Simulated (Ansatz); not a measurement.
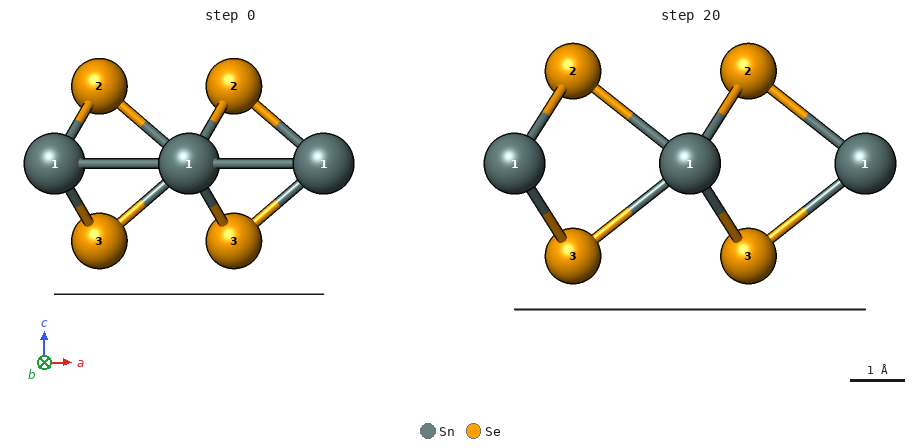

The structure of crystalline SnSe$_{2}$ (a generated structure, set up in P-6m2) (coarse preliminary run) before (left) and after (right) a relaxation, at one scale.

Style: ball-and-stick. Shown: the 2 × 2 repeat of the cell, outlined in the plane, without the vacuum, along the b axis.

These are results of Ansatz 0.2.0, DFT PBE, scalar-relativistic, plane waves, PAW, not measurements.

Input
```yaml
crystal:
  lattice:
    - [2.90756111, 0.0, 0.0]
    - [-1.45378056, 2.51802178, 0.0]
    - [0.0, 0.0, 15.40422339]
  atoms:
    - { symbol: Sn, position: [0.0, 0.0, 0.0] }
    - { symbol: Se, position: [0.33333333, 0.66666667, 0.09401231] }
    - { symbol: Se, position: [0.33333333, 0.66666667, 0.90598769] }
basis:
  ecutwfc: 420
kpoints:
  mp_grid: { grid: [6, 6, 1] }
hamiltonian:
  xc: pbe
scf:
  occupations: { method: gaussian, width: 0.1 }
  lower_state_search: "off"
output:
  forces: true
  stress: true
  eigenvalues: true
relax:
  adjacent_minimum: "off"
  f_tol: 0.04
  max_steps: 70
  cell: { stress_tol: 0.4 }
```

Launched with:
```bash
ansatz run input.yaml --threads 1 --pin off --max-ram 2048MiB --backend cpu --events-out ev --progress --plain --runs-dir out
```

Summarise the run.

Answer. The energy falls by 13.151 eV per cell of the calculation in 18 accepted moves (20 points after the start). Largest force component: 17 eV/Å at the start, 0.0041 eV/Å at the end. The SCF was repeated twice at an unchanged geometry on a basis and grid sized afresh for the cell, which shifted the energy by 0.169 eV per cell of the calculation at most. The largest moves, 0.28 Å, are those of Se2 and Se3. Se2 goes along the normal (+c). Sn stays in place. In the plane the drawn cell goes a 5.815 → 7.586 Å (+30.4 %), b 5.815 → 7.586 Å (+30.4 %). Near-neighbour distances that change, for instance: Sn1–Sn1 2.908 → 3.793 Å, Se2–Se2 2.908 → 3.793 Å, Sn1–Se2 2.217 → 2.791 Å, Se2–Se3 2.896 → 3.462 Å. Among the angles between lasting bonds that change: Se2–Sn1–Se3 81.6° → 76.6°, Sn1–Se3–Sn1 82.0° → 85.6°, Se2–Sn1–Se2 82.0° → 85.6°. The space group stays P-6m2 (No. 187). Cost: 68 s on 1 thread of Intel(R) Xeon(R) Platinum 8375C CPU @ 2.90GHz (Ice Lake) (shared host), peak memory 0.41 GiB.

Limits of the set-up: layers or molecules are held without a dispersion correction, so their spacing is unreliable.
